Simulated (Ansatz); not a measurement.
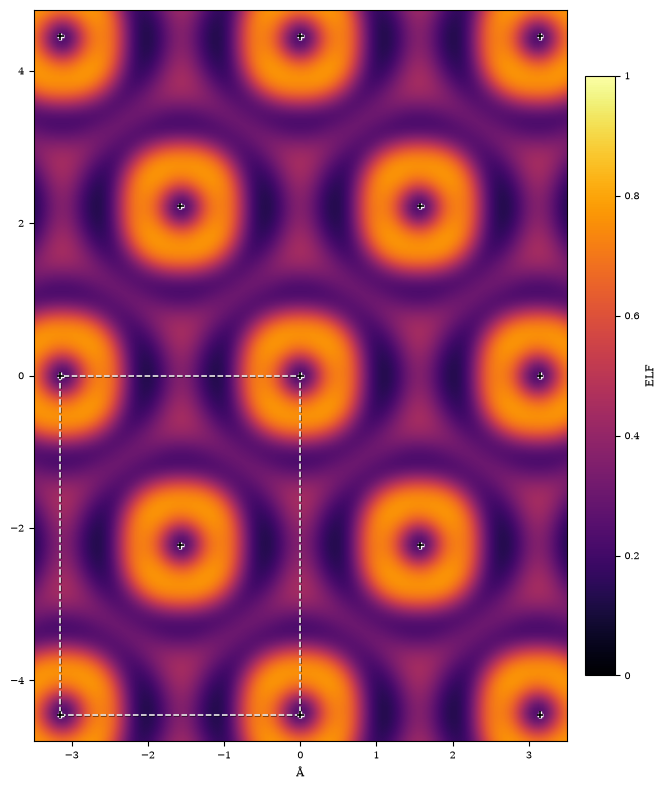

The electron localisation function on a plane through atoms (crosses mark nuclei in the plane).

Theory: DFT, PBE, PAW with Ansatz's default frozen-core files, scalar-relativistic in Ansatz 0.2.0.

Candidates:
A. Mo, a = 3.15 Å, b = 3.15 Å, c = 3.15 Å, α = 90.00°, β = 90.00°, γ = 90.00°. Space group Im-3m; computed pressure about 4 GPa in this cell; spin-polarised.
B. Ni, a = 2.38 Å, b = 2.38 Å, c = 3.88 Å, α = 90.00°, β = 90.00°, γ = 90.00°. Space group I4/mmm; spin-polarised.

Which candidate gave the map?

Answer. Candidate A: Mo on the (011̄) plane of the conventional cell, which holds Mo. Mo–Mo (2.73 Å): the ELF is about 0.30 at the midpoint: no localised pair shows between them.
